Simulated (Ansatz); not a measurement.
Crystal: Se, the end point of a relaxation with DFT PBE, scalar-relativistic, plane waves, PAW in Ansatz 0.2.0.

```
Se
1.0
     4.52266    0.00000    0.00000
    -2.26133    3.91674    0.00000
     0.00000    0.00000    5.04468
Se
3
Direct
  0.21875 0.00000 0.83333
  0.00000 0.21875 0.16667
  0.78125 0.78125 0.50000
```

What does its first Brillouin zone look like, and which path through it is standard?

It has a primitive hexagonal lattice (hP; extended symbol hP2). The zone is a hexagonal prism in its combinatorial type: 8 faces (6 with 4 edges, 2 with 6 edges), 18 edges, 12 vertices. Path: Γ–M–K–Γ–A–L–H–A | L–M | H–K.

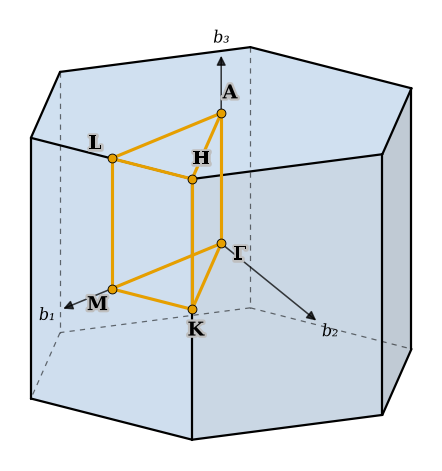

Labels and path follow the convention of Hinuma et al. (2017), as computed by seekpath; the arrows show the directions of the reciprocal primitive vectors b₁, b₂, b₃, in which coordinates are given; lengths include the factor 2π.

```tsv
point	k₁	k₂	k₃	length of k (1/Å)
Γ	0	0	0	0.000
A	0	0	1/2	0.623
K	1/3	1/3	0	0.926
H	1/3	1/3	1/2	1.116
M	1/2	0	0	0.802
L	1/2	0	1/2	1.015
```
